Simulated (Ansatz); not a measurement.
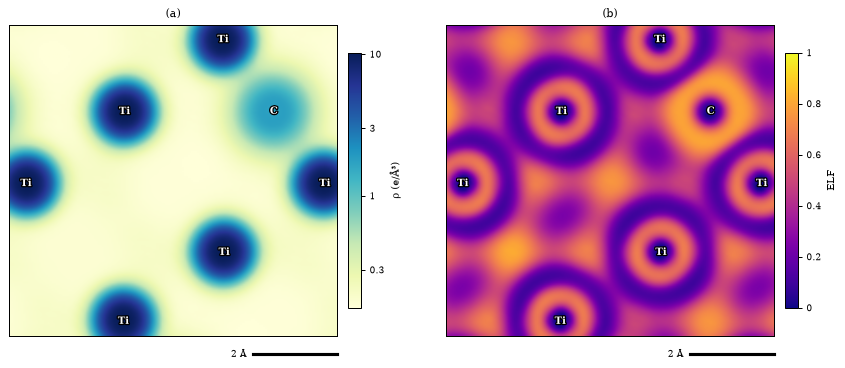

The picture shows: Ti$_{16}$C (cell with a defect). (a) valence electron density; (b) electron localisation function on the (101̄) plane of the calculation cell.

Computed without spin polarisation.

Computed with DFT PBE, scalar-relativistic, plane waves, PAW in Ansatz 0.2.0.

Core electrons are frozen (PAW), and the valence fields are smoothed inside the atomic spheres.

Input file:

```
crystal:
  lattice:
    - [-4.1120350457, -4.1120350457, -4.1120350457]
    - [-4.1120350457, 4.1120350457, 4.1120350457]
    - [4.1120350457, 4.1120350457, -4.1120350457]
  atoms:
    - { symbol: Ti, position: [0.75, 0.0, 0.25] }
    - { symbol: Ti, position: [0.5, 0.0, 0.5] }
    - { symbol: Ti, position: [0.25, 0.0, 0.75] }
    - { symbol: Ti, position: [0.75, 0.5, 0.75] }
    - { symbol: Ti, position: [0.75, 0.25, 0.0] }
    - { symbol: Ti, position: [0.5, 0.25, 0.25] }
    - { symbol: Ti, position: [0.25, 0.25, 0.5] }
    - { symbol: Ti, position: [0.0, 0.25, 0.75] }
    - { symbol: Ti, position: [0.0, 0.0, 0.0] }
    - { symbol: Ti, position: [0.75, 0.75, 0.5] }
    - { symbol: Ti, position: [0.5, 0.75, 0.75] }
    - { symbol: Ti, position: [0.5, 0.5, 0.0] }
    - { symbol: Ti, position: [0.25, 0.5, 0.25] }
    - { symbol: Ti, position: [0.0, 0.5, 0.5] }
    - { symbol: Ti, position: [0.25, 0.75, 0.0] }
    - { symbol: Ti, position: [0.0, 0.75, 0.25] }
    - { symbol: C, position: [0.5020023995, 0.0126924953, -0.0003267145] }
basis:
  ecutwfc: 420
  xc_grid: 2
kpoints:
  mp_grid: { grid: [4, 4, 4], shift: [0.5, 0.5, 0.5] }
hamiltonian:
  xc: pbe
scf:
  occupations: { method: gaussian, width: 0.1 }
output:
  forces: true
  stress: false
  eigenvalues: true
  write_density: true
  write_potential: true
  elf: true
  volumetric_format: npy
relax:
  adjacent_minimum: "off"
  f_tol: 0.02
  max_steps: 60
```

Launched as:

```sh
ansatz run input.yaml --threads 4 --pin off --max-ram 8192MiB --backend cpu --events-out ev --progress --plain --runs-dir out
```

The fields are those of the run's last geometry, not of the input's.

What does the map show?

Atoms in the plane: Ti and C. Ti–C (2.10 Å): ρ at the midpoint is about 0.56 e/Å³; the ELF peaks at about 0.75 in the valence shell of C, 0.7 Å from its nucleus, and is about 0.25 at the midpoint. Between the atoms the lowest density in this plane is 0.16 e/Å³. The ELF has a maximum of about 0.80 in the space between the atoms, 2.0 Å from six Ti atoms, on no atom or two-centre bond. The features right at Ti lie inside the PAW spheres, where the map follows smoothed inner orbitals and isn't to be read closely.

Metal or insulator at this level of theory?

It is metallic or semimetallic at this level of theory: no gap opens.
